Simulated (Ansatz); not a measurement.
Here is a crystal structure:

```cif
data_structure
_symmetry_space_group_name_H-M 'P -6 m 2'
_symmetry_Int_Tables_number 187
_cell_length_a 3.1459
_cell_length_b 3.1459
_cell_length_c 29.2013
_cell_angle_alpha 90.000
_cell_angle_beta 90.000
_cell_angle_gamma 120.000
_cell_volume 250.28
loop_
_atom_site_label
_atom_site_type_symbol
_atom_site_symmetry_multiplicity
_atom_site_Wyckoff_symbol
_atom_site_fract_x
_atom_site_fract_y
_atom_site_fract_z
_atom_site_occupancy
W1 W 1 f 0.66667 0.33333 0.50000 1
W2 W 2 h 0.33333 0.66667 0.71727 1
S1 S 2 i 0.66667 0.33333 0.77092 1
S2 S 2 i 0.66667 0.33333 0.33642 1
S3 S 2 h 0.33333 0.66667 0.55368 1
```

### What does this file describe?

The stoichiometry is WS2. One cell contains 3 W, 6 S, 9 atoms in all. W is coordinated by six S in a trigonal prismatic arrangement at 2.40 Å. About every S there are three W in a trigonal pyramidal arrangement at 2.40 Å. Not all metal-metal contacts are counted. The bonds build WS2 layers parallel to (001).

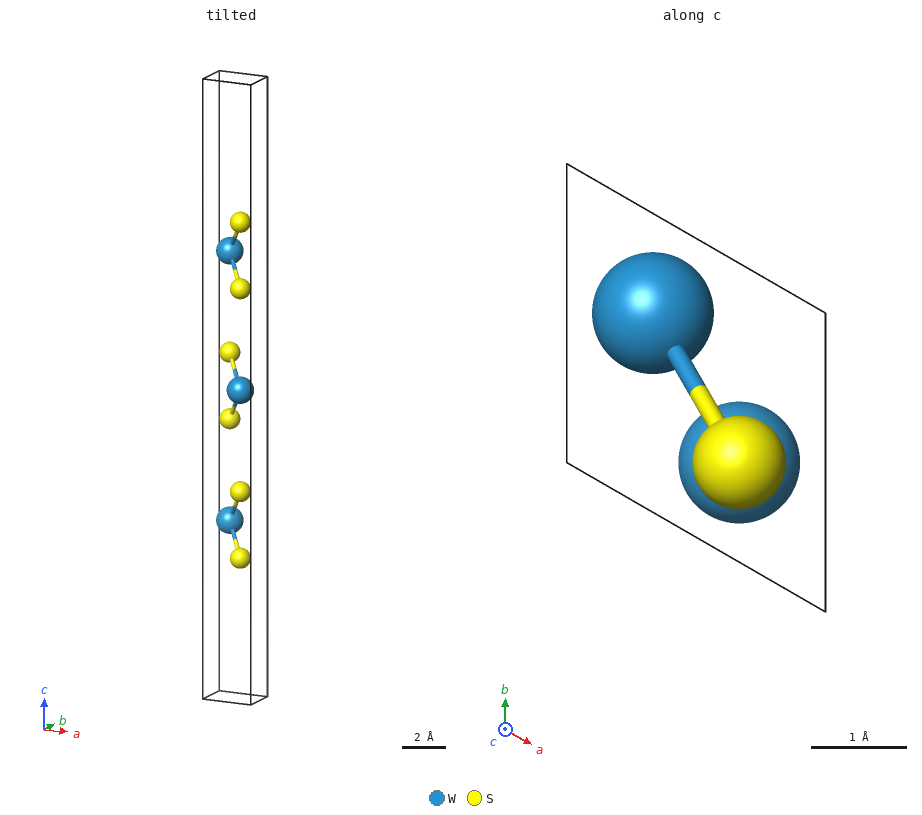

A ball-and-stick rendering, viewed slightly off an axis and along the c axis. The lines enclose the simulation cell; boundary atoms appear with their images. Colours: tungsten blue, sulfur yellow.

The structure was taken from a structure listed in the Materials Project. The cell was then strained or its atoms displaced on purpose. The atoms were relaxed in a fixed cell with DFT PBEsol, scalar-relativistic, plane waves, PAW (Ansatz 0.2.0).
